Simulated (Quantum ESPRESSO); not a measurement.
# SiC (Moissanite 3C): from the cell to the phonon bands, part 2 of 5

How does SiC (Moissanite 3C) vibrate, and is this structure a minimum?

Quantum ESPRESSO 7.5; DFT PBE, scalar-relativistic, plane waves, PseudoDojo norm-conserving pseudopotentials.

So far. Step 2 (A first look): A gap of 1.4 eV opens on this mesh, so the crystal is taken as an insulator; the start stands at 3.3 GPa. Step 4 (Self-consistent run for the response): The cell stands at 0.002 GPa, close enough for phonons.

## Step 5: Linear response on the mesh

Linear response treats each wavevector in the unit cell, with no supercell; the 4×4×4 mesh fixes the range of the force constants to be had.

ph.in

```
phonons
&INPUTPH
  prefix = 'x'
  outdir = './tmp'
  fildyn = 'x.dyn'
  tr2_ph = 1.0d-18
  epsil  = .true.
  ldisp  = .true.
  nq1    = 4
  nq2    = 4
  nq3    = 4
/
```

Run with:

```console
OMP_NUM_THREADS=1 mpirun -n 4 ph.x -nk 4 -in ph.in > ph.out
```

Numbers of over 12 decimals in the logs are rounded to 6 here.

What it wrote:

```text
[banners, grids, parts of the stress and lines that vanish by symmetry left out]
[banner, memory and clock lines left out]
Program PHONON v.7.5

[...]
Exchange-correlation= PBE
                           (   1   4   3   4   0   0   0)
[...]
(   8 q-points):
[...]
kinetic-energy cut-off    =      90.0000  Ry
     charge density cut-off    =     360.0000  Ry
     convergence threshold     =      1.0E-18
[...]
Exchange-correlation= PBE
                           (   1   4   3   4   0   0   0)
[...]
q = (   0.0000000   0.0000000   0.0000000 )
     25 Sym.Ops. (with q -> -q+G )
     G cutoff =  624.6847  (  16361 G-vectors)     FFT grid: ( 36, 36, 36)
     number of k points=    72
[...]
Mode symmetry, T_d (-43m)  point group:
[...]
Dielectric constant
[...]
End of electric fields calculation
          Dielectric constant in cartesian axis
          (       6.964883668      -0.000000000       0.000000000 )
          (      -0.000000000       6.964883668       0.000000000 )
          (       0.000000000       0.000000000       6.964883668 )
          Effective charges (d Force / dE) in cartesian axis without acoustic sum rule applied (asr)
           atom    1  Si    Mean Z*:        2.68912
      Ex  (        2.68912       -0.00000        0.00000 )
      Ey  (       -0.00000        2.68912       -0.00000 )
      Ez  (        0.00000       -0.00000        2.68912 )
           atom    2  C     Mean Z*:       -2.69050
      Ex  (       -2.69050        0.00000        0.00000 )
      Ey  (        0.00000       -2.69050        0.00000 )
      Ez  (        0.00000        0.00000       -2.69050 )
          Effective charges Sum: Mean:       -0.00137
[...]
Effective charges (d Force / dE) in cartesian axis with asr applied:
           atom    1  Si    Mean Z*:        2.68981
[...]
atom    2  C     Mean Z*:       -2.68981
[...]
Representation #   1 modes #   1   2   3
[...]
End of self-consistent calculation
     Convergence has been achieved
     Representation #   2 modes #   4   5   6
[...]
End of self-consistent calculation
     Convergence has been achieved
[...]
Dielectric constant in cartesian axis
          (       6.964883668      -0.000000000       0.000000000 )
          (      -0.000000000       6.964883668       0.000000000 )
          (       0.000000000       0.000000000       6.964883668 )
          Effective charges (d Force / dE) in cartesian axis without acoustic sum rule applied (asr)
           atom    1  Si    Mean Z*:        2.68912
      Ex  (        2.68912       -0.00000        0.00000 )
      Ey  (       -0.00000        2.68912       -0.00000 )
      Ez  (        0.00000       -0.00000        2.68912 )
           atom    2  C     Mean Z*:       -2.69050
      Ex  (       -2.69050        0.00000        0.00000 )
      Ey  (        0.00000       -2.69050        0.00000 )
      Ez  (        0.00000        0.00000       -2.69050 )
          Effective charges Sum: Mean:       -0.00137
[...]
Effective charges (d Force / dE) in cartesian axis with asr applied:
           atom    1  Si    Mean Z*:        2.68981
[...]
atom    2  C     Mean Z*:       -2.68981
[...]
Effective charges (d P / du) in cartesian axis
[...]
q = (    0.000000000   0.000000000   0.000000000 )
[...]
freq (    1) =      -0.040733 [THz] =      -1.358714 [cm-1]
     freq (    2) =      -0.040733 [THz] =      -1.358714 [cm-1]
     freq (    3) =      -0.040733 [THz] =      -1.358714 [cm-1]
     freq (    4) =      23.294482 [THz] =     777.020283 [cm-1]
     freq (    5) =      23.294482 [THz] =     777.020283 [cm-1]
     freq (    6) =      23.294482 [THz] =     777.020283 [cm-1]
[...]
Mode symmetry, T_d (-43m)  point group:
     freq (   1-   3) =         -1.4  [cm-1]   --> T_2  G_15 P_4   I+R
     freq (   4-   6) =        777.0  [cm-1]   --> T_2  G_15 P_4   I+R
[...]
Mode symmetry, C_3v (3m)   point group:
[...]
Representation #   1 mode #   1
[...]
End of self-consistent calculation
     Convergence has been achieved
     Representation #   2 mode #   2
[...]
End of self-consistent calculation
     Convergence has been achieved
     Representation #   3 modes #   3   4
[...]
Convergence has been achieved
     Representation #   4 modes #   5   6
[...]
Convergence has been achieved
[...]
q = (   -0.250000000   0.250000000  -0.250000000 )
[...]
freq (    1) =       5.850214 [THz] =     195.142131 [cm-1]
     freq (    2) =       5.850214 [THz] =     195.142131 [cm-1]
     freq (    3) =      11.885718 [THz] =     396.464884 [cm-1]
     freq (    4) =      22.858579 [THz] =     762.480125 [cm-1]
     freq (    5) =      22.858579 [THz] =     762.480125 [cm-1]
     freq (    6) =      26.928844 [THz] =     898.249555 [cm-1]
[...]
Mode symmetry, C_3v (3m)   point group:
     freq (   1-   2) =        195.1  [cm-1]   --> E    L_3
     freq (   3-   3) =        396.5  [cm-1]   --> A_1  L_1
     freq (   4-   5) =        762.5  [cm-1]   --> E    L_3
     freq (   6-   6) =        898.2  [cm-1]   --> A_1  L_1
[...]
Mode symmetry, C_3v (3m)   point group:
[...]
Representation #   1 mode #   1
[...]
Convergence has been achieved
     Representation #   2 mode #   2
[...]
Convergence has been achieved
     Representation #   3 modes #   3   4
[...]
Convergence has been achieved
     Representation #   4 modes #   5   6
[...]
Convergence has been achieved
[...]
q = (    0.500000000  -0.500000000   0.500000000 )
[...]
freq (    1) =       7.765340 [THz] =     259.023877 [cm-1]
     freq (    2) =       7.765340 [THz] =     259.023877 [cm-1]
[...]
Mode symmetry, C_3v (3m)   point group:
     freq (   1-   2) =        259.0  [cm-1]   --> E    L_3
     freq (   3-   3) =        600.5  [cm-1]   --> A_1  L_1
     freq (   4-   5) =        750.2  [cm-1]   --> E    L_3
     freq (   6-   6) =        815.5  [cm-1]   --> A_1  L_1
[...]
Mode symmetry, C_2v (mm2)  point group:
[...]
Convergence has been achieved
[...]
Convergence has been achieved
[...]
Convergence has been achieved
[...]
Convergence has been achieved
[...]
q = (    0.000000000   0.500000000   0.000000000 )
[...]
Mode symmetry, C_2v (mm2)  point group:
     freq (   1-   1) =        271.7  [cm-1]   --> B_1  D_3  S_3
     freq (   2-   2) =        271.7  [cm-1]   --> B_2  D_4  S_4
     freq (   3-   3) =        393.8  [cm-1]   --> A_1  D_1  S_1
     freq (   4-   4) =        760.2  [cm-1]   --> B_1  D_3  S_3
     freq (   5-   5) =        760.2  [cm-1]   --> B_2  D_4  S_4
     freq (   6-   6) =        901.4  [cm-1]   --> A_1  D_1  S_1
[...]
Mode symmetry, C_s (m)     point group:
[...]
q = (    0.750000000  -0.250000000   0.750000000 )
[...]
Mode symmetry, C_s (m)     point group:
     freq (   1-   1) =        324.5  [cm-1]   --> A''
     freq (   2-   2) =        397.4  [cm-1]   --> A'
     freq (   3-   3) =        531.6  [cm-1]   --> A'
     freq (   4-   4) =        745.7  [cm-1]   --> A''
     freq (   5-   5) =        751.9  [cm-1]   --> A'
     freq (   6-   6) =        838.7  [cm-1]   --> A'
[...]
Mode symmetry, C_s (m)     point group:
[...]
q = (    0.500000000   0.000000000   0.500000000 )
[...]
Mode symmetry, C_s (m)     point group:
     freq (   1-   1) =        286.3  [cm-1]   --> A''
     freq (   2-   2) =        390.6  [cm-1]   --> A'
     freq (   3-   3) =        477.3  [cm-1]   --> A'
     freq (   4-   4) =        742.6  [cm-1]   --> A''
     freq (   5-   5) =        762.9  [cm-1]   --> A'
     freq (   6-   6) =        856.3  [cm-1]   --> A'
[...]
Mode symmetry, D_2d (-42m) point group:
[...]
Representation #   3 modes #   3   4
[...]
Convergence has been achieved
     Representation #   4 modes #   5   6
[...]
Convergence has been achieved
[...]
q = (    0.000000000  -1.000000000   0.000000000 )
[...]
freq (    5) =      22.316858 [THz] =     744.410259 [cm-1]
     freq (    6) =      24.132335 [THz] =     804.968062 [cm-1]
[...]
Mode symmetry, D_2d (-42m) point group:
     freq (   1-   2) =        361.1  [cm-1]   --> E    X_5  W_3
     freq (   3-   3) =        621.9  [cm-1]   --> B_2  X_3  W_2
     freq (   4-   5) =        744.4  [cm-1]   --> E    X_5  W_3
     freq (   6-   6) =        805.0  [cm-1]   --> A_1  X_1  W_1
[...]
Mode symmetry, S_4 (-4)    point group:
[...]
Convergence has been achieved
[...]
Convergence has been achieved
[...]
Convergence has been achieved
[...]
Convergence has been achieved
     Representation #   5 mode #   5
[...]
End of self-consistent calculation
     Convergence has been achieved
     Representation #   6 mode #   6
[...]
End of self-consistent calculation
     Convergence has been achieved
[...]
q = (   -0.500000000  -1.000000000   0.000000000 )
[...]
freq (    1) =      11.822330 [THz] =     394.350474 [cm-1]
     freq (    2) =      13.630845 [THz] =     454.676050 [cm-1]
     freq (    3) =      15.764057 [THz] =     525.832328 [cm-1]
     freq (    4) =      21.560868 [THz] =     719.193156 [cm-1]
     freq (    5) =      22.633019 [THz] =     754.956243 [cm-1]
     freq (    6) =      25.053293 [THz] =     835.687885 [cm-1]
[...]
Mode symmetry, S_4 (-4)    point group:
     freq (   1-   1) =        394.4  [cm-1]   --> B    W_3
     freq (   2-   2) =        454.7  [cm-1]   --> E*   W_2
     freq (   3-   3) =        525.8  [cm-1]   --> E    W_4
     freq (   4-   4) =        719.2  [cm-1]   --> A    W_1
     freq (   5-   5) =        755.0  [cm-1]   --> E*   W_2
     freq (   6-   6) =        835.7  [cm-1]   --> B    W_3
```

It took 46 min on 4 MPI ranks of Arm Neoverse V1, shared host.

This step gave:

| Item | Value |
| --- | --- |
| miss of the charge sum rule | 0.001380 e |
| largest acoustic frequency at the zone centre before the sum rule | -1.36 cm⁻¹ |
| highest optical zone-centre mode (no LO-TO term) | 777.0 cm⁻¹ |
| lowest optical zone-centre mode | 777.0 cm⁻¹ |
| mean high-frequency dielectric constant | 6.965 |
| largest Born charge in size (third of the trace) | 2.691 e |
| lowest mode on the q mesh (acoustic ones at the zone centre apart) | 195.1 cm⁻¹ |

Frequencies (cm⁻¹) at each irreducible wavevector; negative means imaginary. Frequencies by wavevector:

```csv
q (fractions),star,mode 1,mode 2,mode 3,mode 4,mode 5,mode 6
0 0 0,1,-1.36,-1.36,-1.36,777,777,777
0 0 0.25,8,195.1,195.1,396.5,762.5,762.5,898.2
0 0 -0.5,4,259,259,600.5,750.2,750.2,815.5
0 0.25 0.25,6,271.7,271.7,393.8,760.2,760.2,901.4
0 0.25 -0.5,24,324.5,397.4,531.6,745.7,751.9,838.7
0 0.25 -0.25,12,286.3,390.6,477.4,742.6,762.9,856.3
0 -0.5 -0.5,3,361.1,361.1,621.9,744.4,744.4,805
0.25 -0.5 -0.25,6,394.4,454.7,525.8,719.2,755,835.7
```

Born charge (rows field, columns displacement), before the sum rule (e), principal values of the symmetric part by kind of site:

```csv
atom,atoms with these values,low,middle,high,mean
Si1,1,2.69,2.69,2.69,2.69
C2,1,-2.69,-2.69,-2.69,-2.69
```

In full for C2:

```
-2.69  0.00  0.00
 0.00 -2.69  0.00
 0.00  0.00 -2.69
```

High-frequency dielectric tensor:

```
6.96 0.00 0.00
0.00 6.96 0.00
0.00 0.00 6.96
```

The acoustic modes at Γ come out as far as 1.4 cm⁻¹ from zero, where they should vanish, a small numerical error; the Born charges miss their sum rule by 0.0014 e, which is good.

## Step 6: Fourier transform to real space

The dynamical matrices of the mesh are Fourier-transformed to force constants in real space, after the long-range dipole part is taken out.

q2r.in

```
&INPUT
  fildyn = 'x.dyn'
  zasr   = 'crystal'
  flfrc  = 'x.fc'
/
```

Run with:

```console
q2r.x < q2r.in > q2r.out
```

What it wrote:

```text
[banners, grids, parts of the stress and lines that vanish by symmetry left out]
[banner, memory and clock lines left out]
Program Q2R v.7.5

  reading grid info from file x.dyn0

  reading force constants from file x.dyn1
 macroscopic fields = T
   6.96488  -0.00000   0.00000
  -0.00000   6.96488   0.00000
[...]
na=            1
[...]
na=            2
[...]
0.00000  -2.69050   0.00000
   0.00000   0.00000  -2.69050
  Norm of the difference between old and new effective charges:    0.00168358
  alpha Ewald:    1.735235
  nqs=            1
 q=   0.00000000  0.00000000  0.00000000
  reading force constants from file x.dyn2
  alpha Ewald:    1.735235
  nqs=            8
 q=  -0.25000000  0.25000000 -0.25000000
[...]
reading force constants from file x.dyn7
  alpha Ewald:    1.735235
  nqs=            3
[...]
reading force constants from file x.dyn8
  alpha Ewald:    1.735235
  nqs=            6
[...]
q=   0.00000000 -0.50000000 -1.00000000
 q=   0.00000000  0.50000000 -1.00000000

      q-space grid ok, #points =   64

      fft-check success (sum of imaginary terms < 10^-12)
```

Run time: 0.46 s. Hardware: 1 thread.

## Step 7: Interpolated phonon bands

From the force constants any wavevector is cheap; points of the mesh come back as solved, but for the sum rule and, in polar crystals, the LO-TO term at Γ; the rest is interpolation.

matdyn.in

```
&INPUT
  asr              = 'crystal'
  flfrc            = 'x.fc'
  flfrq            = 'x.freq'
  flvec            = 'x.modes'
  q_in_band_form   = .true.
  q_in_cryst_coord = .true.
/
8
  0.0000000   0.0000000   0.0000000  12  ! GAMMA
  0.0000000   0.5000000   0.5000000  12  ! X
  0.0000000   0.6250000   0.3750000   1  ! U
 -0.3750000   0.3750000  -0.0000000  12  ! K
  0.0000000   0.0000000   0.0000000  12  ! GAMMA
  0.0000000   0.5000000  -0.0000000  12  ! L
 -0.2500000   0.5000000   0.2500000  12  ! W
  0.0000000   0.5000000   0.5000000   1  ! X
```

Run with:

```console
matdyn.x -in matdyn.in > matdyn.out
```

What it wrote:

```text
[banner, memory and clock lines left out]
Program MATDYN v.7.5

 mass for atomic type   1 not given; uses mass from file x.fc
 mass for atomic type   2 not given; uses mass from file x.fc
 Norm of the difference between old and new effective charges:    1.2015e-16

 Norm of the difference between old and new force-constants:   9.50268e-07
```

Elapsed: 0.47 s, on 1 thread.

Read from the output:

```yaml
lowest_frequency_on_the_path: 0 cm⁻¹
```

Matdyn.x, sum rule crystal. Phonon branches along the path, in cm⁻¹:

```csv
point,branch 1,branch 2,branch 3,branch 4,branch 5,branch 6
Γ,0,0,0,777,777,945
X,361,361,622,744,744,805
U,349,436,556,734,739,837
jump to K,349,436,556,734,739,837
Γ,0,0,0,777,777,945
L,259,259,600,750,750,816
W,394,455,526,719,755,836
X,361,361,622,744,744,805
```

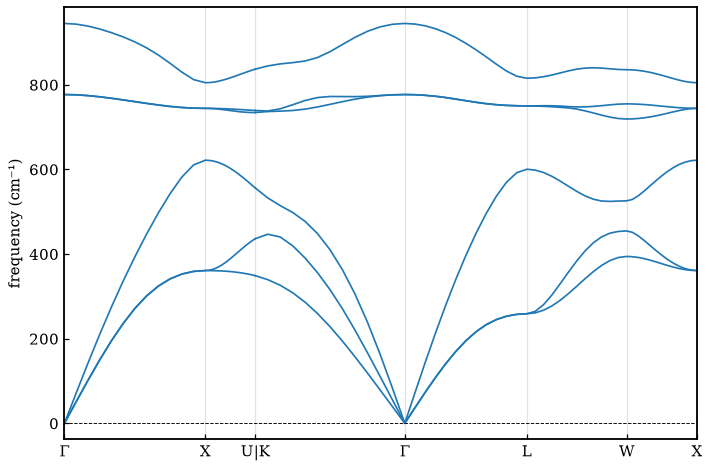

Phonon branches along the path.

All branches are real along the path.

## Step 8: Sums over the zone

Sums over the zone need many more wavevectors than were solved, so the interpolation is sampled on a dense mesh.

matdyn.in

```
&INPUT
  asr    = 'crystal'
  flfrc  = 'x.fc'
  dos    = .true.
  fldos  = 'x.dos'
  nk1    = 18
  nk2    = 18
  nk3    = 18
  deltaE = 1.0
/
```

Run with:

```console
matdyn.x -in matdyn.in > matdyn.out
```

What it wrote:

```text
[banner, memory and clock lines left out]
Program MATDYN v.7.5

 mass for atomic type   1 not given; uses mass from file x.fc
 mass for atomic type   2 not given; uses mass from file x.fc
 Norm of the difference between old and new effective charges:    1.2015e-16

 Norm of the difference between old and new force-constants:   9.50268e-07
```

Wall time 12 s (1 thread).

Read from the output:

- share of modes beyond 3i cm⁻¹ on the dense interpolated mesh: 0
- zero-point energy per atom: 108.4 meV
- heat capacity at 300 K: 13.75 J/(mol atoms K)
- vibrational entropy at 300 K: 8.691 J/(mol atoms K)

The phonon density of states has structure finer than the step of the table below, so its rows give means over 50 cm⁻¹, whole bins alone (the curve runs from 0 to 942 cm⁻¹). Peaks (cm⁻¹: height): total 360.0: 0.0154, 750.0: 0.106, 840.0: 0.0395; C 750.0: 0.0869, 840.0: 0.036; Si 360.0: 0.0129, 528.0: 0.0126, 750.0: 0.0186, 840.0: 0.00353.

Tetrahedra. The phonon density of states by wavenumber; means over each step; values in 1/cm⁻¹/cell:

```csv
wavenumber (cm⁻¹),total,C,Si
50,8.4e-5,2.6e-5,6.0e-5
100,4.3e-4,1.3e-4,3.1e-4
150,0.00109,3.1e-4,7.9e-4
200,0.00236,6.3e-4,0.00173
250,0.00586,0.00145,0.00441
300,0.00988,0.00215,0.00772
350,0.0128,0.00223,0.0106
400,0.00804,0.00119,0.00685
450,0.00470,7.2e-4,0.00398
500,0.00517,6.7e-4,0.00450
550,0.00823,4.8e-4,0.00776
600,0.00133,4.8e-5,0.00128
650,0,0,0
700,3.5e-4,3.4e-4,1.1e-5
750,0.0391,0.0319,0.00719
800,0.00155,0.00134,2.0e-4
850,0.0151,0.0135,0.00167
900,0.00343,0.00260,8.3e-4
```

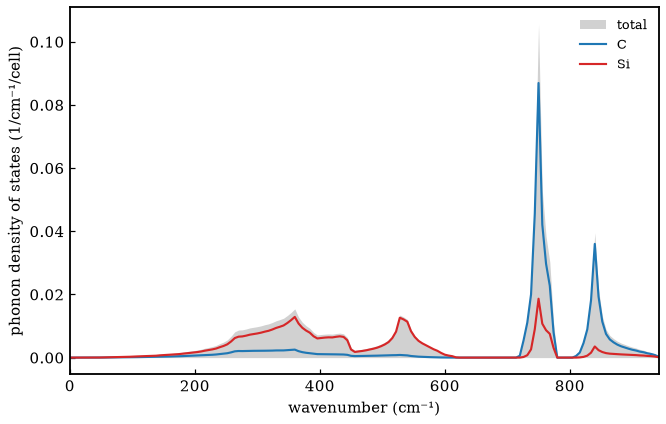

Phonon density of states against wavenumber.

Harmonic thermodynamic functions per atom, summed over the density of states scaled to three modes an atom; melting is ignored. Thermodynamic functions:

```csv
T (K),F_vib (meV/atom),S (J/mol-atom/K),C_V (J/mol-atom/K)
0,108.4,0,0
50,108.4,0.069,0.255
100,108.2,0.756,2.274
200,105.8,4.203,8.452
300,99.16,8.691,13.75
400,87.81,13.17,17.29
500,71.99,17.29,19.51
600,52.13,20.98,20.94
700,28.64,24.28,21.89
800,1.91,27.25,22.55
900,-27.74,29.93,23.02
1000,-60.06,32.38,23.36
```

At 300 K the heat capacity has reached 55 % of the Dulong-Petit value.

## Step 9: Modes with the sum rule

A rigid shift of the crystal must cost nothing, but grids and finite bases break this; the acoustic sum rule is imposed before the matrix is diagonalised again. With Born charges the intensities follow, and the static dielectric tensor.

dynmat.in

```
&INPUT
  fildyn = 'x.dyn1'
  asr    = 'simple'
  fileig = 'dynmat.eig'
  lperm  = .true.
/
```

Run with:

```console
dynmat.x -in dynmat.in > dynmat.out
```

What it wrote:

```text
[banner, memory and clock lines left out]
Program DYNMAT v.7.5

     Reading Dynamical Matrix from file x.dyn1
     ...Force constants read
     ...epsilon and Z* read
     A direction for q was not specified:TO-LO splitting will be absent

     Polarizability (A^3 units)
     multiply by 0.334639 for Clausius-Mossotti correction
         9.970403   -0.000000    0.000000
        -0.000000    9.970403    0.000000
         0.000000    0.000000    9.970403

     IR activities are in (D/A)^2/amu units

# mode   [cm-1]    [THz]      IR
    1     -0.00   -0.0000    0.0000
    2      0.00    0.0000    0.0000
    3      0.00    0.0000    0.0000
    4    777.02   23.2946   19.8408
    5    777.02   23.2946   19.8408
    6    777.02   23.2946   19.8408

Electronic dielectric permittivity tensor (relative, adimensional)
         6.964884   -0.000000    0.000000
        -0.000000    6.964884    0.000000
         0.000000    0.000000    6.964884

 ... with zone-center polar mode contributions
        10.301636   -0.000000    0.000000
        -0.000000   10.301636    0.000000
         0.000000    0.000000   10.301636
```

Wall time 0.45 s (1 thread).

Read from the output:

```
mean static dielectric constant : 10.30
```

Unit eigenvectors of the mass-weighted matrix after the sum rule; no LO-TO term. The modes at Γ (shares of kinetic energy by element, %):

```csv
mode,frequency (cm⁻¹),symmetry,Si %,C %
1,0.0,acoustic,70,30
2,0.0,acoustic,70,30
3,0.0,acoustic,70,30
4,777.0,T2,30,70
5,777.0,T2,30,70
6,777.0,T2,30,70
```

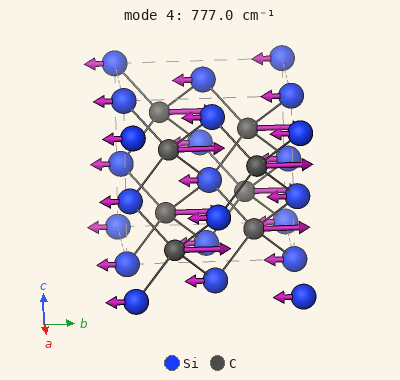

Displacement patterns of mode 4 at Γ; arrows are exaggerated. Bonds to atoms that aren't drawn are left out. 2×1×1 conventional cells are drawn. Some periodic images of atoms are drawn too.

Degenerate modes summed, no LO-TO term. Lines of the infrared spectrum (strongest = 100):

```csv
position (cm⁻¹),lines merged,label,"IR intensity, relative"
777,3,T2,100
```

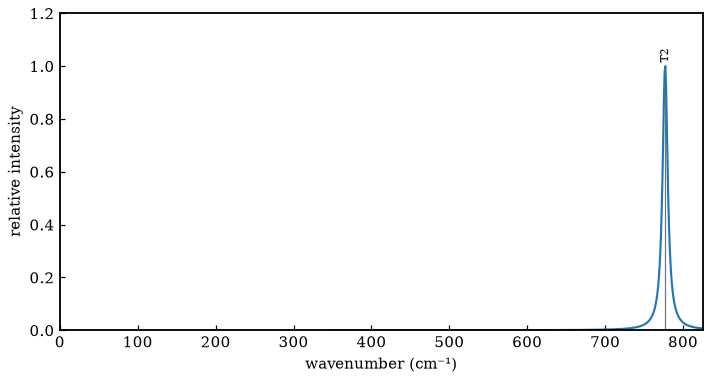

The infrared spectrum, broadened with Lorentzians of width 8 cm⁻¹; bars mark the lines.

Static dielectric tensor (ions relaxed, fixed cell):

```
10.30  0.00  0.00
 0.00 10.30  0.00
 0.00  0.00 10.30
```

The rule moves no optical mode by more than 0.1 cm⁻¹.

[end of part 2 of 5]

[Host names and launcher messages were left out of these logs when they were recorded.]

[Logs are printed without paths, hosts, clocks, repeated set-up lines and the standing remarks that a program may print on its own settings, such as how far it seeks lower states.]

[Hosts, paths, dates, database ids (printed as entryN), source tags and the programs' standing remarks are cut or masked in the printed files.]
